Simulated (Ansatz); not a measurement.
**B2P3: density, localisation and related maps**

```
B P
1.0
     3.21630    0.00000    0.00000
    -1.60815    2.78540    0.00000
     0.00000    0.00000   14.17839
B P
4 6
Direct
  0.33333 0.66667 0.18537
  0.00000 0.00000 0.37051
  0.66667 0.33333 0.81463
  0.00000 0.00000 0.62949
  0.33333 0.66667 0.04452
  0.00000 0.00000 0.23098
  0.66667 0.33333 0.41575
  0.66667 0.33333 0.95548
  0.00000 0.00000 0.76902
  0.33333 0.66667 0.58425
```

Space group P-3m1; a generated structure, not necessarily the stable one.

Method: Ansatz, DFT PBE, scalar-relativistic, plane waves, PAW.

The density is the valence pseudo-density of a PAW calculation; it isn't the true density close to the nuclei.

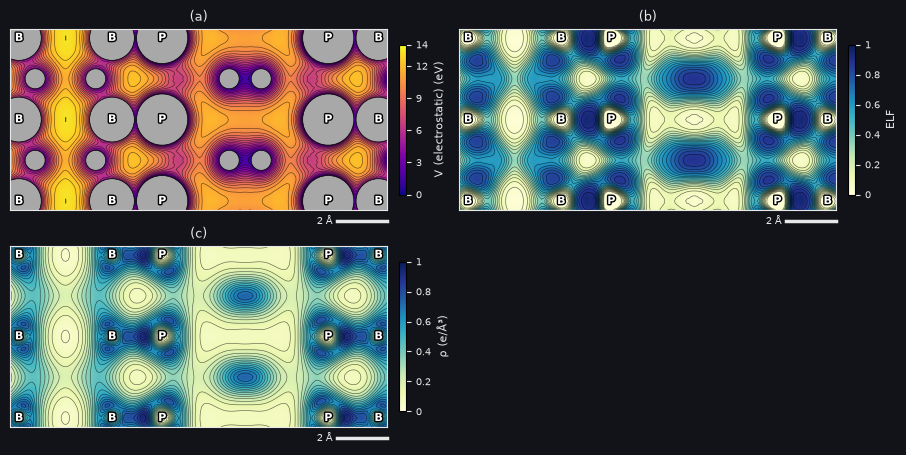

Figure 1. (a) electrostatic potential (local pseudopotential plus Hartree) felt by an electron; (b) ELF; (c) valence electron density on the (11̄0) plane of the conventional cell. Grey discs cover the atomic cores in the potential map.

Read the bonding off the picture.

- The section cuts through B and P sites.
- Atoms just off the plane (B, 0.9 Å away and P, 0.9 Å away) can leave unmarked features too.
- B–P (1.98 Å): ρ is about 0.85 e/Å³ halfway; the ELF peaks at about 0.95 between the atoms.
- Between the atoms the lowest density in this plane is 0.05 e/Å³.
- Outside the cores the potential energy rises away from the atoms and is highest about 1.8 Å from the nearest atoms; its zero is arbitrary.

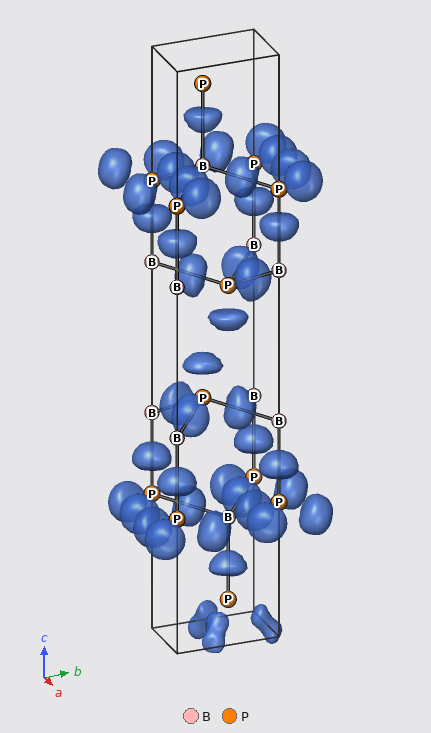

Figure 2. Isosurface of the ELF at 0.85 (blue), seen slightly off an axis. Core shells and regions of very low density are left out. Sticks mark near contacts.

Where are the electrons localised?

At this value the surface marks out 16 regions between bonded B–P atoms, three regions between bonded P–P atoms and two lobes on P, pointing away from the bonds (lone pairs), counted in one cell of 10 atoms. Any copies at cell faces, edges or corners count once. Along the contacts the grid gives the following. B–P (1.96 Å): the ELF peaks at about 0.95 between the atoms. P–P (2.25 Å): the ELF peaks at about 0.90 between the atoms.

Does the calculation give a band gap?

It is gapless in this calculation (a metal or semimetal).
